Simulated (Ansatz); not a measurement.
**Geometry relaxation, with input and output: Zr3S2 (part 2 of 2)**

The same run, continued: Zr3S2 (R-3m, 5 atoms in the cell); DFT PBE, scalar-relativistic, plane waves, PAW, no spin polarisation (Ansatz 0.2.0); cutoff 420 eV, 12×12×12 k-mesh, Gaussian smearing of 0.1 eV. The structure was made by swapping elements on the sites of another compound; it need not be a known phase. It belongs to a series of runs on one base structure; here: anti-tetradymite type (R-3m, No. 166).

Geometry of the input (Å; fractional positions):
```
1.8080  1.0438  8.5726
-1.8080  1.0438  8.5726
0.0000  -2.0877  8.5726
Zr 0.0000  0.0000  0.0000
Zr 0.2154  0.2154  0.2154
Zr 0.7846  0.7846  0.7846
S  0.3939  0.3939  0.3939
S  0.6061  0.6061  0.6061
```

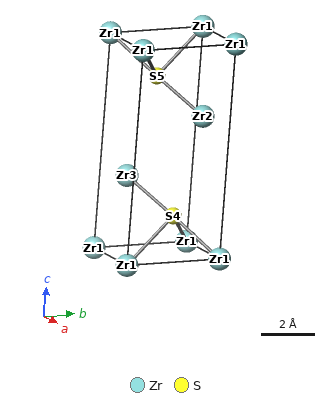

The geometry at step 2 of the log (ball-and-stick view of the reduced cell, seen slightly off an axis; atoms are numbered from 1 in the order of the input).

The program's output, continued:
```
relax step   3: F+E_penalty+E_count = -14361.60146925 eV  Δ(F+E_penalty+E_count) = -2.073e-3 eV  max|allowed force component| = 1.420e-2 eV/Å  Δτ_max = 0.0072 Å  P = +0.032 GPa  Ω = 97.070 Å³  energy of the carried Pulay correction = +5.803e-7 eV  (9 SCF iters, accepted)
Crystal: 5 atoms, lattice volume = 97.126 Å³
iter 1 solved again at ethr=4.81e-8 eV; its pass at ethr=3.10e-3 eV (dr2=2.31e-5 eV) is discarded
SCF iter   1: F=—  HF=-14361.601437 eV  |F-HF|=—  |Δ(HF+E_count)|=         —  Δρ=8.74e-5  dr2=2.24e-5  ethr=4.81e-8  ⟨swp⟩=2.6  Hψ=29231  notcnv=0
preconditioner: auto → Kerker (q_TF=auto, 2.426 Å⁻¹)  [metal: Δε(μ)=0.016 eV  Ē_g=7.040 eV  σ=0.100 eV  W_gap=0.09  n_scr=30 (ndim 8)  ℏωp=18.5 eV  f_vac=0.000  D(μ)=3.31/eV (n_scr^D=30)]
SCF iter   2: F=—  HF=-14361.601493 eV  |F-HF|=—  |Δ(HF+E_count)|=   5.51e-5  Δρ=4.53e-5  dr2=3.98e-6  ethr=4.66e-8  ⟨swp⟩=1.3  Hψ=5614  notcnv=0
SCF iter   3: F=—  HF=-14361.601491 eV  |F-HF|=—  |Δ(HF+E_count)|=   1.92e-6  Δρ=1.40e-5  dr2=7.87e-7  ethr=8.29e-9  ⟨swp⟩=2.2  Hψ=6630  notcnv=0
SCF iter   4: F=—  HF=-14361.601491 eV  |F-HF|=—  |Δ(HF+E_count)|=   1.07e-7  Δρ=4.31e-6  dr2=3.42e-8  ethr=1.64e-9  ⟨swp⟩=2.0  Hψ=6556  notcnv=0
SCF iter   5: F=-14361.601491 eV  HF=-14361.601491 eV  |F-HF|=1.85e-9  |Δ(HF+E_count)|=   6.13e-9  Δρ=8.94e-7  dr2=2.41e-9  ethr=2.63e-11  ⟨swp⟩=7.0  Hψ=31152  notcnv=0
SCF 4 converged in 5 iterations: F = -14361.601491 eV  dr2 = 2.41e-9
relax step   4: F+E_penalty+E_count = -14361.60149051 eV  Δ(F+E_penalty+E_count) = -2.126e-5 eV  max|allowed force component| = 4.003e-3 eV/Å  Δτ_max = 0.0016 Å  P = -0.052 GPa  Ω = 97.126 Å³  energy of the carried Pulay correction = -7.996e-6 eV  (5 SCF iters, dr2 threshold 1.26e-8 eV, accepted)
Crystal: 5 atoms, lattice volume = 97.095 Å³
iter 1 solved again at ethr=6.91e-9 eV; its pass at ethr=3.10e-3 eV (dr2=3.32e-6 eV) is discarded
SCF iter   1: F=—  HF=-14361.601449 eV  |F-HF|=—  |Δ(HF+E_count)|=         —  Δρ=2.90e-5  dr2=3.26e-6  ethr=6.91e-9  ⟨swp⟩=3.0  Hψ=28572  notcnv=0
preconditioner: auto → Kerker (q_TF=auto, 2.426 Å⁻¹)  [metal: Δε(μ)=0.016 eV  Ē_g=7.042 eV  σ=0.100 eV  W_gap=0.09  n_scr=30 (ndim 8)  ℏωp=18.5 eV  f_vac=0.000  D(μ)=3.31/eV (n_scr^D=30)]
SCF iter   2: F=—  HF=-14361.601504 eV  |F-HF|=—  |Δ(HF+E_count)|=   5.56e-5  Δρ=1.39e-5  dr2=4.30e-7  ethr=6.80e-9  ⟨swp⟩=1.4  Hψ=5695  notcnv=0
SCF iter   3: F=—  HF=-14361.601504 eV  |F-HF|=—  |Δ(HF+E_count)|=   9.95e-8  Δρ=5.17e-6  dr2=7.66e-8  ethr=8.96e-10  ⟨swp⟩=2.3  Hψ=7425  notcnv=0
SCF iter   4: F=-14361.601504 eV  HF=-14361.601504 eV  |F-HF|=6.49e-10  |Δ(HF+E_count)|=   2.09e-8  Δρ=1.25e-6  dr2=1.97e-9  ethr=2.67e-11  ⟨swp⟩=5.4  Hψ=32227  notcnv=0
SCF 5 converged in 4 iterations: F = -14361.601504 eV  dr2 = 1.97e-9
relax step   5: F+E_penalty+E_count = -14361.60150420 eV  Δ(F+E_penalty+E_count) = -1.369e-5 eV  max|allowed force component| = 1.300e-3 eV/Å  Δτ_max = 0.0003 Å  P = -0.009 GPa  Ω = 97.095 Å³  energy of the carried Pulay correction = -3.321e-6 eV  (4 SCF iters, dr2 threshold 1.28e-8 eV, accepted)
Initial wavefunctions: pseudopotential atomic-orbital guess (no wavefunctions were taken with the density)
iter 1 solved again at ethr=1.50e-7 eV; its pass at ethr=3.10e-3 eV (dr2=7.21e-5 eV) is discarded
SCF iter   1: F=—  HF=-14361.601451 eV  |F-HF|=—  |Δ(HF+E_count)|=         —  Δρ=6.93e-6  dr2=3.34e-9  ethr=1.50e-7  ⟨swp⟩=3.1  Hψ=39544  notcnv=0
eigensolver tolerance schedule: the retry pair's looser diagonalisation over-reported the residual by 21552.36 of it (diagonalisation noise at an unbounded share of the residual, at the tolerance the schedule requests for it); recorded, not acted on — ethr = c·dr2/N_el stays at c = 1.0e-1
SCF iter   2: F=—  HF=-14361.601507 eV  |F-HF|=—  |Δ(HF+E_count)|=   5.57e-5  Δρ=3.53e-6  dr2=1.38e-9  ethr=6.97e-12  ⟨swp⟩=2.7  Hψ=11431  notcnv=0
SCF iter   3: F=—  HF=-14361.601507 eV  |F-HF|=—  |Δ(HF+E_count)|=   4.48e-8  Δρ=4.99e-7  dr2=2.07e-10  ethr=2.88e-12  ⟨swp⟩=2.2  Hψ=7633  notcnv=0
SCF iter   4: F=-14361.601507 eV  HF=-14361.601507 eV  |F-HF|=1.60e-10  |Δ(HF+E_count)|=  2.31e-10  Δρ=2.60e-7  dr2=2.92e-11  ethr=1.00e-12  ⟨swp⟩=5.3  Hψ=26976  notcnv=0
SCF 6 converged in 4 iterations: F = -14361.601507 eV  dr2 = 2.92e-11
relax step   6: F+E_penalty+E_count = -14361.60150714 eV  Δ(F+E_penalty+E_count) = -2.941e-6 eV  max|allowed force component| = 1.279e-3 eV/Å  Δτ_max = 0.0000 Å  P = -0.009 GPa  Ω = 97.095 Å³  stress off target by 2.37e-2 GPa  SCF on the basis re-selected at this cell (its energy is not comparable with the rows above)  (4 SCF iters)
basis re-selected at this cell: Δ(F+E_penalty+E_count) = -2.941e-6 eV, ΔP = +0.000 GPa vs the last step (what re-selecting the basis moved, of the pressure what is left beyond the Pulay correction that the steps carried, after the strain that the cell walked since its last selection, with what the two solves' SCF thresholds leave and, on support functions, any second-order correction that the steps lacked; it is no measure of the basis error at this ecutwfc). This SCF's stress stands 2.37e-2 GPa from its target on what of the cell is left free (relax.cell.stress_tol is 5.00e-2 GPa) and its largest allowed force component is 1.28e-3 eV/Å (relax.f_tol is 1.00e-2 eV/Å): within both
SCF converged after 4 iterations
Free energy (F): -14361.601507 eV
Harris-Foulkes:  -14361.601507 eV  (|F-HF|=1.60e-10)
Internal energy: -14361.584968 eV  (E = F + TS)
E sigma→0 (E₀):  -14361.593237 eV
Entropy (-TS):   -0.016540 eV (-3.308 meV/atom)
Fermi energy:    13.976989 eV
--- Per-component energies (eV) ---
  E_band       = -261.701859
  E_kinetic    = 1221.301133
  E_local      = -2108.299510  (includes V_loc(G=0)·N_el)
  E_nonlocal   = 294.791072
  E_hartree    = 667.462763
  E_xc         = -683.479080
  E_vxc        = -753.707415  (∫ρ·V_xc dr)
  E_paw        = -10062.638994  (= ΣΔE_a)
  E_vpaw       = -250.712733  (= ΣTr[D̂ρ^β])
  E_aug_tail   = 0.000078  (compensation charges beyond the density's cutoff)
  E_ewald      = -3690.722430
  E_smearing   = -0.016540  (= −TS)
  E_closure    = 0.000000  (closes the sum)
  Σ components = -14361.601507   (vs F -14361.601507, Δ=0.00e0)
--- Forces (eV/Å), atoms counted from 1 ---
  atom   1  Zr     0.00000000     0.00000000    -0.00000000
  atom   2  Zr     0.00000000    -0.00000000     0.00127867
  atom   3  Zr     0.00000000     0.00000000    -0.00127867
  atom   4  S      0.00000000     0.00000000     0.00037145
  atom   5  S      0.00000000    -0.00000000    -0.00037145
  max |Σ_I F_I| component: 2.17e-19 eV/Å
--- Stress (GPa, compression-positive) ---
       -0.001214       0.000000      -0.000000
        0.000000      -0.001214      -0.000000
       -0.000000      -0.000000      -0.023712
  P = ⅓ Tr σ = -0.0087 GPa (-0.087 kbar)
--- Band table (eV; the first three rows and the last of 189) ---
  k-point 0: bands = ["-35.9823", "-35.2905", "-35.2403", "-14.1828", "-13.9578", "-13.9578", "-13.5324", "-13.2384", "-13.2384", "-13.1921", "-13.1698", "-13.1698", "-1.5998", "-0.7859", "6.4655", "8.5409", "8.5409", "8.5650", "9.6736", "9.6736", "11.7191", "13.2326", "13.3358", "13.3358", "13.6483", "13.6483", "13.7379", "14.3848", "14.3848"]
  k-point 1: bands = ["-35.9807", "-35.2883", "-35.2395", "-14.1771", "-13.9807", "-13.9625", "-13.5229", "-13.2724", "-13.2442", "-13.1909", "-13.1768", "-13.1724", "-1.5349", "-0.7851", "6.5733", "8.2576", "8.5596", "8.7635", "9.3097", "9.5885", "11.7964", "12.8270", "13.3318", "13.4512", "13.6247", "13.7236", "14.4349", "14.5066", "14.5835"]
  k-point 2: bands = ["-35.9763", "-35.2820", "-35.2376", "-14.1615", "-14.0417", "-13.9752", "-13.4990", "-13.3369", "-13.2598", "-13.2435", "-13.1800", "-13.1669", "-1.3564", "-0.7829", "6.8618", "7.9494", "8.5729", "8.5949", "8.8256", "9.3926", "11.8809", "12.3188", "13.1491", "13.7919", "14.0112", "14.1202", "14.7390", "14.9500", "14.9892"]
  k-point 188: bands = ["-35.9823", "-35.2907", "-35.2401", "-14.1917", "-13.9578", "-13.9578", "-13.4965", "-13.2382", "-13.2382", "-13.2197", "-13.1700", "-13.1700", "-1.5576", "-0.8385", "6.6406", "8.2189", "8.5842", "8.5842", "9.5781", "9.5781", "12.3508", "12.7257", "13.1400", "13.1400", "14.1895", "14.1895", "14.5583", "14.7037", "15.1423"]
--- Relaxed structure (5 steps of the walk, 4 accepted, 1 SCFs on fresh bases) ---
  F+E_penalty+E_count = -14361.60150714 eV   max|allowed force component| = 1.279e-3 eV/Å   (the final SCF, on the basis selected at the relaxed cell)
  cell:  # Å, volume = 97.0954 Å³
    - [1.8068557281954618, 1.043188641060468, 8.585409753698311]
    - [-1.8068557281954618, 1.043188641060468, 8.585409753698311]
    - [-1.1664865676787938e-34, -2.086377282120934, 8.585409753698311]
  atoms:
    - { symbol: Zr, position: [-8.431503243357098e-22, -8.431503243356819e-22, -8.431503243356778e-22] }
    - { symbol: Zr, position: [0.21560202198834202, 0.21560202198834202, 0.21560202198834202] }
    - { symbol: Zr, position: [0.784397978011658, 0.784397978011658, 0.7843979780116581] }
    - { symbol: S, position: [0.39420808448863676, 0.39420808448863676, 0.39420808448863676] }
    - { symbol: S, position: [0.6057919155113631, 0.6057919155113631, 0.6057919155113631] }
```

Trajectory as extended XYZ (Å, eV, eV/Å), 6 frames, from step=1 to step=6:
```
5
Lattice="1.8080 1.0438 8.5726 -1.8080 1.0438 8.5726 0.0000 -2.0877 8.5726" Properties=species:S:1:pos:R:3:forces:R:3 step=1 energy=-14361.59940 pressure_GPa=0.00
Zr    0.0000    0.0000    0.0000    0.0000   0.0000   0.0000
Zr    0.0000    0.0000    5.5384    0.0000   0.0000   0.1216
Zr    0.0000    0.0000   20.1794    0.0000   0.0000  -0.1216
S     0.0000    0.0000   10.1298    0.0000   0.0000   0.1399
S     0.0000    0.0000   15.5880    0.0000   0.0000  -0.1399
5
Lattice="1.8101 1.0450 8.6887 -1.8101 1.0450 8.6887 0.0000 -2.0901 8.6887" Properties=species:S:1:pos:R:3:forces:R:3 step=2 energy=-14361.56619 pressure_GPa=-1.41 accepted=F
Zr    0.0000    0.0000    0.0000    0.0000   0.0000   0.0000
Zr    0.0000    0.0000    5.6699    0.0000   0.0000  -0.4340
Zr    0.0000    0.0000   20.3961    0.0000   0.0000   0.4340
S     0.0000    0.0000   10.2523    0.0000   0.0000   0.0687
S     0.0000    0.0000   15.8138    0.0000   0.0000  -0.0687
5
Lattice="1.8063 1.0429 8.5881 -1.8063 1.0429 8.5881 0.0000 -2.0858 8.5881" Properties=species:S:1:pos:R:3:forces:R:3 step=3 energy=-14361.60147 pressure_GPa=0.03
Zr    0.0000    0.0000    0.0000    0.0000   0.0000   0.0000
Zr    0.0000    0.0000    5.5556    0.0000   0.0000  -0.0055
Zr    0.0000    0.0000   20.2088    0.0000   0.0000   0.0055
S     0.0000    0.0000   10.1552    0.0000   0.0000   0.0142
S     0.0000    0.0000   15.6092    0.0000   0.0000  -0.0142
5
Lattice="1.8070 1.0433 8.5870 -1.8070 1.0433 8.5870 0.0000 -2.0865 8.5870" Properties=species:S:1:pos:R:3:forces:R:3 step=4 energy=-14361.60149 pressure_GPa=-0.05
Zr    0.0000    0.0000    0.0000    0.0000   0.0000   0.0000
Zr    0.0000    0.0000    5.5538    0.0000   0.0000   0.0040
Zr    0.0000    0.0000   20.2072    0.0000   0.0000  -0.0040
S     0.0000    0.0000   10.1554    0.0000   0.0000  -0.0017
S     0.0000    0.0000   15.6056    0.0000   0.0000   0.0017
5
Lattice="1.8069 1.0432 8.5854 -1.8069 1.0432 8.5854 0.0000 -2.0864 8.5854" Properties=species:S:1:pos:R:3:forces:R:3 step=5 energy=-14361.60150 pressure_GPa=-0.01
Zr    0.0000    0.0000    0.0000    0.0000   0.0000   0.0000
Zr    0.0000    0.0000    5.5531    0.0000   0.0000   0.0013
Zr    0.0000    0.0000   20.2031    0.0000   0.0000  -0.0013
S     0.0000    0.0000   10.1533    0.0000   0.0000   0.0004
S     0.0000    0.0000   15.6029    0.0000   0.0000  -0.0004
5
Lattice="1.8069 1.0432 8.5854 -1.8069 1.0432 8.5854 0.0000 -2.0864 8.5854" Properties=species:S:1:pos:R:3:forces:R:3 step=6 energy=-14361.60151 pressure_GPa=-0.01
Zr    0.0000    0.0000    0.0000    0.0000   0.0000   0.0000
Zr    0.0000    0.0000    5.5531    0.0000   0.0000   0.0013
Zr    0.0000    0.0000   20.2031    0.0000   0.0000  -0.0013
S     0.0000    0.0000   10.1533    0.0000   0.0000   0.0004
S     0.0000    0.0000   15.6029    0.0000   0.0000  -0.0004
```

Results in brief:

```tsv
quantity	value
outcome	converged
space group (tolerance 0.01 Å)	R-3m (166)
electrons treated	48
free energy	−14361.6015 eV
Fermi energy	13.977 eV
gap on the k-point mesh	none (metallic)
pressure	−0.01 GPa
final volume	97.10 Å³
largest force (length of the vector) at the end	0.001 eV/Å
final cell	a = 8.835 Å, b = 8.835 Å, c = 8.835 Å, α = 23.60°, β = 23.60°, γ = 23.60°
hardware	1 thread of Intel Xeon @ 2.50GHz (Skylake/Cascade Lake), 189 GiB of memory available, shared host
wall time	7 min
peak memory	0.7 GiB
```
